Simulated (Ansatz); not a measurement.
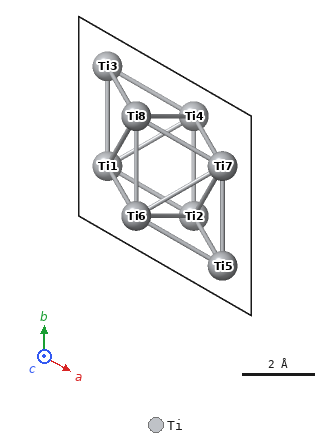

Figure 1. The input geometry (ball-and-stick view of the cell of the calculation, along the c axis; atoms are numbered from 1 in the order of the input).

Run report: Ti, geometry relaxation (part 1 of 2)

System: Ti (P6₃/mmc, 8 atoms in the cell).
Method: DFT PBE, scalar-relativistic, plane waves, PAW, no spin polarisation (Ansatz 0.2.0).

The structure derives from a Materials Project entry. It belongs to a series of runs on one base structure; here: film's bulk on the substrate's plane, third vector and atoms relaxed. Figures and captions count atoms from 1; the log counts them from 0 in places.

### What the program printed
```
Engine: ansatz 0.2.0, x86_64-unknown-linux-gnu
Pseudopotentials: kind: paw
Pseudopotential: Ti, paw, valence charge 12, recommended cutoff 420 eV (normal), Ti.paw.azcp
Functional definition: PBE
  parameter kappa = 0.804
  parameter beta = 0.06672455060314922
  exchange = pbe_x(kappa = kappa, mu = beta*pi^2/3)
  correlation = pbe_c(beta = beta)
Crystal: 8 atoms, lattice volume = 133.342 Å³
Basis set: ecut = 420 eV, 2621 PW (Γ), exchange–correlation on 80×80×72 points (8 copies of the dense FFT grid, shifted against one another)
Bands: 58, of which v1, the nominal top of the filled ones, is band 48 counted from 1 (47 counted from 0)
Symmetry: 96 space group operations
Space group: P63/mmc (ITA 194), of the structure as read, at distance tolerance 5.1e-5 Å
k-points: 48 of 567
Non-local potential: Ti, projectors of the file, l = 0: 3, l = 1: 2, l = 2: 3, l = 3: 1
PAW form: soft (Blöchl's): semilocal exchange-correlation on the pseudo side does not see the compensation charge
PAW one-centre angular grid: Ti, 590 points (default); XC on 64 Gauss nodes
Initial density: superposition of atomic densities (neutral atoms: chi_scale 0, normalization atom), corrected by the library's trained network
Initial wavefunctions: pseudopotential atomic-orbital guess
Functional: x = pbe(κ = 0.804, μ = 0.2195149727645171), c = pbe(β = 0.06672455060314922)
SCF iter   1: F=—  HF=-19996.846359 eV  |F-HF|=—  |Δ(HF+E_count)|=         —  Δρ=3.59e-3  dr2=7.12e-3  ethr=1.77e-3  ⟨swp⟩=6.0  Hψ=10826  notcnv=0
preconditioner: auto → Kerker (q_TF=auto, 2.583 Å⁻¹)  [metal: Δε(μ)=0.030 eV  Ē_g=2.417 eV  σ=0.100 eV  W_gap=0.17  n_scr=28 (ndim 8)  ℏωp=18.2 eV  f_vac=0.000  D(μ)=8.14/eV (n_scr^D=70)]
SCF iter   2: F=—  HF=-19996.847112 eV  |F-HF|=—  |Δ(HF+E_count)|=   7.53e-4  Δρ=2.29e-3  dr2=3.38e-3  ethr=7.42e-6  ⟨swp⟩=1.9  Hψ=3625  notcnv=0
SCF iter   3: F=—  HF=-19996.848088 eV  |F-HF|=—  |Δ(HF+E_count)|=   9.76e-4  Δρ=6.07e-4  dr2=3.57e-4  ethr=3.52e-6  ⟨swp⟩=2.1  Hψ=3705  notcnv=0
SCF iter   4: F=—  HF=-19996.848001 eV  |F-HF|=—  |Δ(HF+E_count)|=   8.76e-5  Δρ=2.01e-4  dr2=4.51e-5  ethr=3.72e-7  ⟨swp⟩=3.0  Hψ=5129  notcnv=0
SCF iter   5: F=—  HF=-19996.848123 eV  |F-HF|=—  |Δ(HF+E_count)|=   1.22e-4  Δρ=4.22e-5  dr2=2.23e-6  ethr=4.70e-8  ⟨swp⟩=2.7  Hψ=4599  notcnv=0
SCF iter   6: F=—  HF=-19996.848123 eV  |F-HF|=—  |Δ(HF+E_count)|=   1.92e-7  Δρ=1.32e-5  dr2=2.10e-7  ethr=2.33e-9  ⟨swp⟩=1.5  Hψ=2931  notcnv=0
SCF iter   7: F=-19996.848123 eV  HF=-19996.848123 eV  |F-HF|=3.64e-11  |Δ(HF+E_count)|=   3.69e-8  Δρ=1.75e-6  dr2=2.97e-9  ethr=1.04e-10  ⟨swp⟩=7.7  Hψ=9247  notcnv=0
SCF 1 converged in 7 iterations: F = -19996.848123 eV  dr2 = 2.97e-9
  greatest PAW one-centre occupation: 0.999 electrons in one spin orbital (limit 2), on the Ti atom at site 7 (counted from 0), in its partial waves of l = 0
relax step   1: F+E_penalty+E_count = -19996.84812264 eV  Δ(F+E_penalty+E_count) = +0.000e0 eV  max|allowed force component| = 2.978e-17 eV/Å  Δτ_max = 0.0000 Å  P = +5.086 GPa  Ω = 133.342 Å³  fix = [a, b, gamma]  reactions: a +9.315, b +9.315 GPa  (7 SCF iters, dr2 threshold 1.00e-7 eV, accepted)
Crystal: 8 atoms, lattice volume = 128.743 Å³
Basis set: ecut = 420 eV, 2535 PW (Γ), exchange–correlation on 80×80×72 points (8 copies of the dense FFT grid, shifted against one another)
Initial density: handed on by an earlier stage of this run
Initial wavefunctions: those handed on with the density
iter 1 solved again at ethr=1.30e-5 eV; its pass at ethr=3.10e-3 eV (dr2=1.25e-2 eV) is discarded
SCF iter   1: F=—  HF=-19996.852253 eV  |F-HF|=—  |Δ(HF+E_count)|=         —  Δρ=3.12e-3  dr2=1.31e-2  ethr=1.30e-5  ⟨swp⟩=1.7  Hψ=13285  notcnv=0
preconditioner: auto → Kerker (q_TF=auto, 2.598 Å⁻¹)  [metal: Δε(μ)=0.038 eV  Ē_g=2.506 eV  σ=0.100 eV  W_gap=0.21  n_scr=26 (ndim 8)  ℏωp=18.5 eV  f_vac=0.000  D(μ)=6.65/eV (n_scr^D=70)]
SCF iter   2: F=—  HF=-19996.849781 eV  |F-HF|=—  |Δ(HF+E_count)|=   2.47e-3  Δρ=1.76e-3  dr2=4.08e-3  ethr=1.30e-5  ⟨swp⟩=2.1  Hψ=3243  notcnv=0
SCF iter   3: F=—  HF=-19996.848961 eV  |F-HF|=—  |Δ(HF+E_count)|=   8.20e-4  Δρ=3.28e-4  dr2=1.38e-4  ethr=4.25e-6  ⟨swp⟩=2.0  Hψ=3472  notcnv=0
SCF iter   4: F=—  HF=-19996.848904 eV  |F-HF|=—  |Δ(HF+E_count)|=   5.68e-5  Δρ=7.55e-5  dr2=5.24e-6  ethr=1.44e-7  ⟨swp⟩=2.2  Hψ=3680  notcnv=0
iter 5 did not close the SCF: its close was put off for the readings that it lacked (scf_convergence_deferred on its scf_iter line)
SCF iter   5: F=-19996.848905 eV  HF=-19996.848905 eV  |F-HF|=1.52e-8  |Δ(HF+E_count)|=   6.12e-7  Δρ=1.24e-5  dr2=1.08e-7  ethr=5.46e-9  ⟨swp⟩=2.0  Hψ=3454  notcnv=0
SCF iter   6: F=-19996.848905 eV  HF=-19996.848905 eV  |F-HF|=1.45e-9  |Δ(HF+E_count)|=   3.84e-8  Δρ=2.14e-6  dr2=2.20e-9  ethr=1.12e-10  ⟨swp⟩=2.8  Hψ=8967  notcnv=0
the search or the solves at the SCF's close seem to have found levels that the self-consistency loop had missed (the run counts 8). By its estimate they hold under 1e-12 electrons; where the run keeps them, the occupations were computed again with them
SCF 2 converged in 6 iterations: F = -19996.848905 eV  dr2 = 2.20e-9
relax step   2: F+E_penalty+E_count = -19996.84890489 eV  Δ(F+E_penalty+E_count) = -7.823e-4 eV  max|allowed force component| = 5.789e-17 eV/Å  Δτ_max = 0.0000 Å  P = +9.845 GPa  Ω = 128.743 Å³  energy of the carried Pulay correction = +4.944e-4 eV  fix = [a, b, gamma]  reactions: a +12.951, b +12.951 GPa  (6 SCF iters, dr2 threshold 8.00e-7 eV, accepted)
Crystal: 8 atoms, lattice volume = 131.127 Å³
Basis set: ecut = 420 eV, 2597 PW (Γ), exchange–correlation on 80×80×72 points (8 copies of the dense FFT grid, shifted against one another)
iter 1 solved again at ethr=3.47e-6 eV; its pass at ethr=3.10e-3 eV (dr2=3.33e-3 eV) is discarded
SCF iter   1: F=—  HF=-19996.874384 eV  |F-HF|=—  |Δ(HF+E_count)|=         —  Δρ=1.52e-3  dr2=3.20e-3  ethr=3.47e-6  ⟨swp⟩=2.2  Hψ=14297  notcnv=0
preconditioner: auto → Kerker (q_TF=auto, 2.590 Å⁻¹)  [metal: Δε(μ)=0.024 eV  Ē_g=2.449 eV  σ=0.100 eV  W_gap=0.13  n_scr=28 (ndim 8)  ℏωp=18.3 eV  f_vac=0.000  D(μ)=7.33/eV (n_scr^D=70)]
SCF iter   2: F=—  HF=-19996.873812 eV  |F-HF|=—  |Δ(HF+E_count)|=   5.72e-4  Δρ=8.55e-4  dr2=9.95e-4  ethr=3.34e-6  ⟨swp⟩=2.0  Hψ=3164  notcnv=0
SCF iter   3: F=—  HF=-19996.873625 eV  |F-HF|=—  |Δ(HF+E_count)|=   1.87e-4  Δρ=1.60e-4  dr2=3.52e-5  ethr=1.04e-6  ⟨swp⟩=2.0  Hψ=3465  notcnv=0
SCF iter   4: F=—  HF=-19996.873506 eV  |F-HF|=—  |Δ(HF+E_count)|=   1.19e-4  Δρ=3.73e-5  dr2=1.30e-6  ethr=3.67e-8  ⟨swp⟩=2.0  Hψ=3410  notcnv=0
iter 5 did not close the SCF: its close was put off for the readings that it lacked (scf_convergence_deferred on its scf_iter line)
SCF iter   5: F=-19996.873506 eV  HF=-19996.873506 eV  |F-HF|=3.38e-9  |Δ(HF+E_count)|=   1.86e-7  Δρ=6.63e-6  dr2=3.00e-8  ethr=1.35e-9  ⟨swp⟩=2.0  Hψ=3450  notcnv=0
SCF iter   6: F=-19996.873506 eV  HF=-19996.873506 eV  |F-HF|=3.64e-10  |Δ(HF+E_count)|=   9.44e-9  Δρ=1.17e-6  dr2=6.87e-10  ethr=3.12e-11  ⟨swp⟩=1.6  Hψ=8129  notcnv=0
the search or the solves at the SCF's close seem to have found levels that the self-consistency loop had missed (the run counts 3). By its estimate they hold under 1e-12 electrons; where the run keeps them, the occupations were computed again with them
SCF 3 converged in 6 iterations: F = -19996.873506 eV  dr2 = 6.87e-10
relax step   3: F+E_penalty+E_count = -19996.87350605 eV  Δ(F+E_penalty+E_count) = -2.460e-2 eV  max|allowed force component| = 4.525e-17 eV/Å  Δτ_max = 0.0000 Å  P = +7.294 GPa  Ω = 131.127 Å³  energy of the carried Pulay correction = +2.360e-4 eV  fix = [a, b, gamma]  reactions: a +11.043, b +11.043 GPa  (6 SCF iters, dr2 threshold 8.00e-7 eV, accepted)
Crystal: 8 atoms, lattice volume = 131.001 Å³
iter 1 solved again at ethr=7.74e-9 eV; its pass at ethr=3.10e-3 eV (dr2=7.43e-6 eV) is discarded
SCF iter   1: F=—  HF=-19996.873714 eV  |F-HF|=—  |Δ(HF+E_count)|=         —  Δρ=8.67e-5  dr2=1.06e-5  ethr=7.74e-9  ⟨swp⟩=2.9  Hψ=12715  notcnv=0
preconditioner: auto → Kerker (q_TF=auto, 2.591 Å⁻¹)  [metal: Δε(μ)=0.019 eV  Ē_g=2.458 eV  σ=0.100 eV  W_gap=0.10  n_scr=28 (ndim 8)  ℏωp=18.4 eV  f_vac=0.000  D(μ)=7.26/eV (n_scr^D=70)]
SCF iter   2: F=—  HF=-19996.873606 eV  |F-HF|=—  |Δ(HF+E_count)|=   1.08e-4  Δρ=4.82e-5  dr2=3.17e-6  ethr=7.74e-9  ⟨swp⟩=2.0  Hψ=3406  notcnv=0
SCF iter   3: F=—  HF=-19996.873605 eV  |F-HF|=—  |Δ(HF+E_count)|=   6.60e-7  Δρ=1.01e-5  dr2=1.49e-7  ethr=3.30e-9  ⟨swp⟩=2.0  Hψ=3444  notcnv=0
iter 4 did not close the SCF: its close was put off for the readings that it lacked (scf_convergence_deferred on its scf_iter line)
SCF iter   4: F=-19996.873605 eV  HF=-19996.873605 eV  |F-HF|=2.76e-10  |Δ(HF+E_count)|=   3.19e-8  Δρ=2.34e-6  dr2=5.07e-9  ethr=1.55e-10  ⟨swp⟩=2.0  Hψ=3449  notcnv=0
iter 5 did not close the SCF: its close was put off for the readings that it lacked (scf_convergence_deferred on its scf_iter line)
SCF iter   5: F=-19996.873605 eV  HF=-19996.873605 eV  |F-HF|=7.28e-12  |Δ(HF+E_count)|=  3.82e-10  Δρ=4.35e-7  dr2=1.16e-10  ethr=5.28e-12  ⟨swp⟩=2.2  Hψ=3791  notcnv=0
SCF iter   6: F=-19996.873605 eV  HF=-19996.873605 eV  |F-HF|=1.09e-11  |Δ(HF+E_count)|=  2.91e-11  Δρ=7.36e-8  dr2=3.13e-12  ethr=1.00e-12  ⟨swp⟩=1.0  Hψ=5760  notcnv=0
SCF 4 converged in 6 iterations: F = -19996.873605 eV  dr2 = 3.13e-12
relax step   4: F+E_penalty+E_count = -19996.87360537 eV  Δ(F+E_penalty+E_count) = -9.932e-5 eV  max|allowed force component| = 5.090e-17 eV/Å  Δτ_max = 0.0000 Å  P = +7.425 GPa  Ω = 131.001 Å³  energy of the carried Pulay correction = +2.497e-4 eV  fix = [a, b, gamma]  reactions: a +11.143, b +11.143 GPa  (6 SCF iters, dr2 threshold 1.04e-7 eV, accepted)
Initial wavefunctions: pseudopotential atomic-orbital guess (no wavefunctions were taken with the density)
iter 1 solved again at ethr=8.27e-7 eV; its pass at ethr=3.10e-3 eV (dr2=7.93e-4 eV) is discarded
SCF iter   1: F=—  HF=-19996.873427 eV  |F-HF|=—  |Δ(HF+E_count)|=         —  Δρ=2.57e-5  dr2=1.15e-7  ethr=8.27e-7  ⟨swp⟩=3.1  Hψ=16715  notcnv=0
eigensolver tolerance schedule: the retry pair's looser diagonalisation over-reported the residual by 6893.42 of it (diagonalisation noise at an unbounded share of the residual, at the tolerance the schedule requests for it); recorded, not acted on — ethr = c·dr2/N_el stays at c = 1.0e-1
preconditioner: auto → Kerker (q_TF=auto, 2.591 Å⁻¹)  [metal: Δε(μ)=0.019 eV  Ē_g=2.457 eV  σ=0.100 eV  W_gap=0.10  n_scr=28 (ndim 8)  ℏωp=18.4 eV  f_vac=0.000  D(μ)=7.26/eV (n_scr^D=70)]
SCF iter   2: F=—  HF=-19996.873322 eV  |F-HF|=—  |Δ(HF+E_count)|=   1.05e-4  Δρ=1.35e-5  dr2=3.12e-8  ethr=1.20e-10  ⟨swp⟩=2.6  Hψ=4895  notcnv=0
SCF iter   3: F=—  HF=-19996.873322 eV  |F-HF|=—  |Δ(HF+E_count)|=   5.30e-8  Δρ=1.74e-6  dr2=6.57e-10  ethr=3.25e-11  ⟨swp⟩=2.0  Hψ=4584  notcnv=0
iter 4 did not close the SCF: its close was put off for the readings that it lacked (scf_convergence_deferred on its scf_iter line)
SCF iter   4: F=-19996.873322 eV  HF=-19996.873322 eV  |F-HF|=0.00e0  |Δ(HF+E_count)|=   1.20e-9  Δρ=2.35e-7  dr2=5.19e-11  ethr=1.00e-12  ⟨swp⟩=2.0  Hψ=3554  notcnv=0
iter 5 did not close the SCF: its close was put off for the readings that it lacked (scf_convergence_deferred on its scf_iter line)
SCF iter   5: F=-19996.873322 eV  HF=-19996.873322 eV  |F-HF|=0.00e0  |Δ(HF+E_count)|=  1.46e-11  Δρ=7.76e-8  dr2=3.43e-12  ethr=1.00e-12  ⟨swp⟩=1.0  Hψ=2784  notcnv=0
iter 6 did not close the SCF: its close was put off for the readings that it lacked (scf_convergence_deferred on its scf_iter line)
SCF iter   6: F=-19996.873322 eV  HF=-19996.873322 eV  |F-HF|=0.00e0  |Δ(HF+E_count)|=    0.00e0  Δρ=1.28e-8  dr2=1.26e-13  ethr=1.00e-12  ⟨swp⟩=1.0  Hψ=2784  notcnv=0
iter 7 did not close the SCF: its close was put off for the readings that it lacked (scf_convergence_deferred on its scf_iter line)
SCF iter   7: F=-19996.873322 eV  HF=-19996.873322 eV  |F-HF|=7.28e-12  |Δ(HF+E_count)|=  3.64e-12  Δρ=3.29e-9  dr2=9.04e-15  ethr=1.00e-12  ⟨swp⟩=1.0  Hψ=2784  notcnv=0
SCF iter   8: F=-19996.873322 eV  HF=-19996.873322 eV  |F-HF|=0.00e0  |Δ(HF+E_count)|=    0.00e0  Δρ=5.20e-10  dr2=2.58e-16  ethr=1.00e-12  ⟨swp⟩=1.1  Hψ=5808  notcnv=0
the search or the solves at the SCF's close seem to have found levels that the self-consistency loop had missed (the run counts 1). By its estimate they hold under 1e-12 electrons; where the run keeps them, the occupations were computed again with them
SCF 5 converged in 8 iterations: F = -19996.873322 eV  dr2 = 2.58e-16
relax step   5: F+E_penalty+E_count = -19996.87332232 eV  Δ(F+E_penalty+E_count) = +2.831e-4 eV  max|allowed force component| = 5.100e-17 eV/Å  Δτ_max = 0.0000 Å  P = +7.429 GPa  Ω = 131.001 Å³  fix = [a, b, gamma]  reactions: a +11.146, b +11.146 GPa  stress off target by 6.11e-3 GPa on what of the cell is left free  SCF on the basis re-selected at this cell (its energy is not comparable with the rows above)  (8 SCF iters)
```

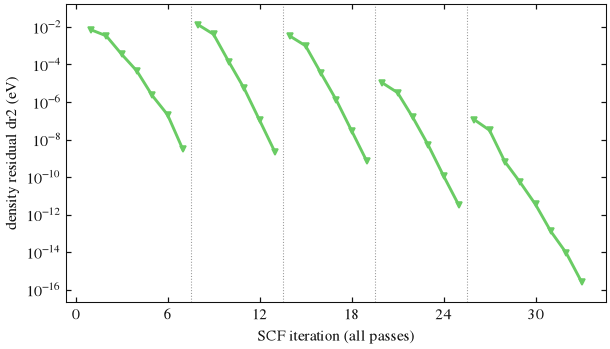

Figure 2. Convergence of the self-consistent field: density residual dr2 against the SCF iteration. The dotted lines part the SCF passes of the relaxation: geometry steps, rejected trials and re-solves on a re-selected basis. The 5 passes take 6 to 8 iterations each, 33 in all.

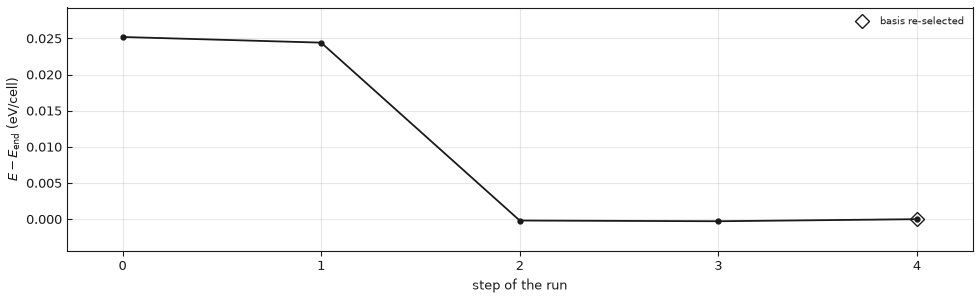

Figure 3. Progress of the relaxation, step by step (the first geometry is step 0 here and step 1 in the log).

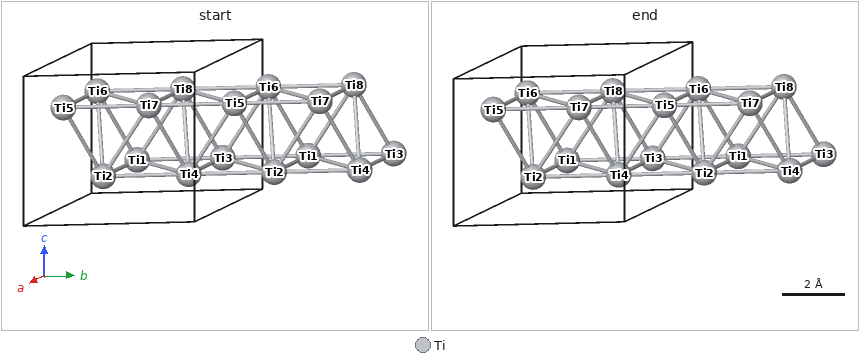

Figure 4. Before (left) and after (right) the relaxation, at one scale (ball-and-stick view of the cell of the calculation, repeated 1 × 2 × 1, seen slightly off an axis). No atom moves by more than 0.005 Å relative to the cell. Cell: a = b stay at 5.574 Å, c 4.955 → 4.868 Å (−1.8 %). Volume −1.8 %. Among the contacts that change: Ti1–Ti5 2.954 → 2.918 Å. The space group stays P6_3/mmc (No. 194). The energy falls by 25.5 meV per cell of the calculation in 3 geometry steps. All forces vanish by symmetry, so only the cell relaxes. The pressure goes from 5.09 to 7.43 GPa. A last SCF at the same geometry on a re-selected plane-wave basis shifts the energy by +0.3 meV per cell of the calculation. (Atoms are counted from 1 in the order of the input.)
